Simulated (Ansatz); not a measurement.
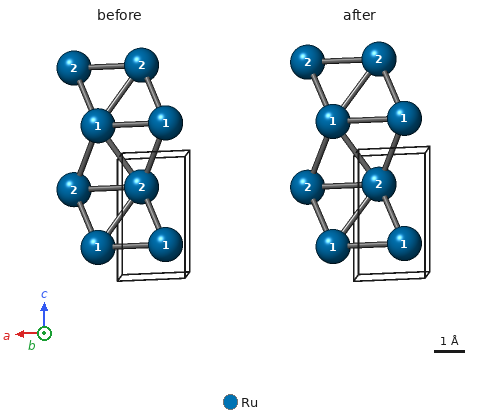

The structure of crystalline Ru (a generated structure, set up in P6_3/mmc) before (left) and after (right) a relaxation, at one scale.

The picture is a ball-and-stick view of the cell of the calculation, repeated 2 × 1 × 2 with one cell outlined, seen from a free direction.

Case: cell and atoms relaxed from a first guess.

Method: Ansatz 0.2.0, DFT, PBE, PAW with Ansatz's default frozen-core files, scalar-relativistic.

Input
```yaml
crystal:
  lattice:
    - [2.5740393725, 0.0, 0.0]
    - [-1.2870196862, 2.2291834869, 0.0]
    - [0.0, 0.0, 4.1699437834]
  atoms:
    - { symbol: Ru, position: [0.3333333333, 0.6666666667, 0.25] }
    - { symbol: Ru, position: [0.6666666667, 0.3333333333, 0.75] }
kpoints:
  mp_grid: { grid: [16, 16, 9] }
scf:
  occupations: { method: fermi_dirac, width: 0.05 }
hamiltonian:
  xc: pbe
  pseudopotentials: { kind: paw }
output:
  forces: true
  stress: true
relax:
  f_tol: 0.005
  max_steps: 80
  cell: {}
```

Launched with:
```bash
ansatz run input.yaml --threads 1 --pin off --max-ram 2048MiB --backend cpu --events-out ev --progress --plain --runs-dir out
```

**Summarise the run.**

Over 5 accepted moves (7 points after the start) the energy falls by 311 meV per atom. All forces vanish by symmetry, so only the cell relaxes. Pressure: 61.19 GPa at the start and 0.00 GPa at the end. The SCF was repeated twice at an unchanged geometry on a basis and grid sized afresh for the cell, which shifted the energy by 1.2 meV per atom at most. No atom moves by more than 0.005 Å relative to the cell. Cell: a = b 2.574 → 2.723 Å (+5.8 %), c 4.170 → 4.288 Å (+2.8 %). Volume +15.1 %. Some distances before and after: Ru1–Ru1 2.574 → 2.723 Å, Ru1–Ru2 2.560 → 2.659 Å. The space group stays P6_3/mmc (No. 194). Cost: 26 s on 1 thread of Arm Neoverse V1, on a shared host, peak memory 0.35 GiB.
